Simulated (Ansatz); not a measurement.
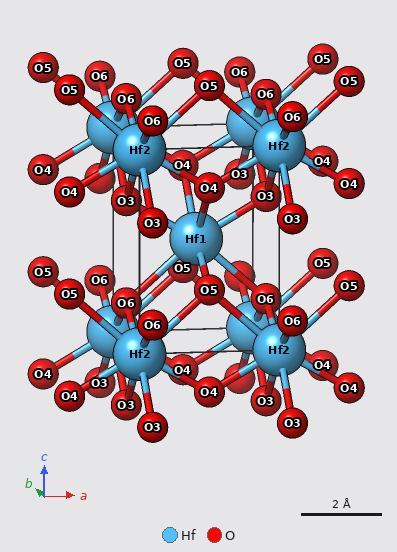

This is solid HfO$_{2}$ (built on the database structure type) at its r2SCAN-relaxed geometry. Style: ball-and-stick. Shown: the cell of the calculation, slightly off an axis.

Method: Ansatz, DFT, r2SCAN, plane waves, PAW. (plane-wave cutoff 500 eV; k-point mesh 8 × 8 × 6; occupations fixed; no spin polarisation)

Change: All lengths are scaled by +4.0 % (volume +12.5 %). The atoms were relaxed with r2SCAN under that strain, and this is a single point on that geometry.

Question: What does the calculation give for the changed structure?

Answer: The energy rises by 89.5 meV per atom. The pressure goes from 0.0 to −18.5 GPa. The principal stresses (compression positive) are −11.8 GPa along c and −21.8 GPa across it. The forces stay under 0.01 eV/Å. The band gap: 5.26 eV before, 4.88 eV after. Among the bonded contacts that change: Hf–O 2.387 → 2.564 Å, Hf–O 2.059 → 2.084 Å. The space group stays P4_2/nmc (No. 137).

The changed structure in the same view:

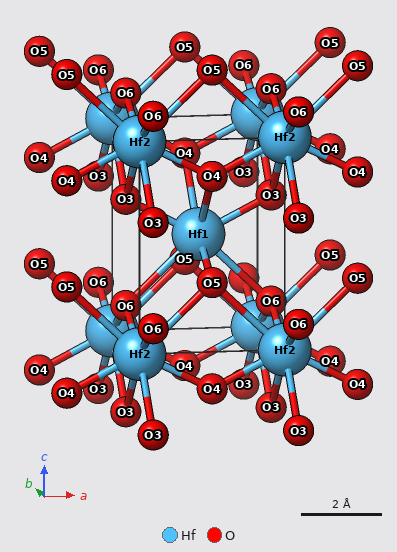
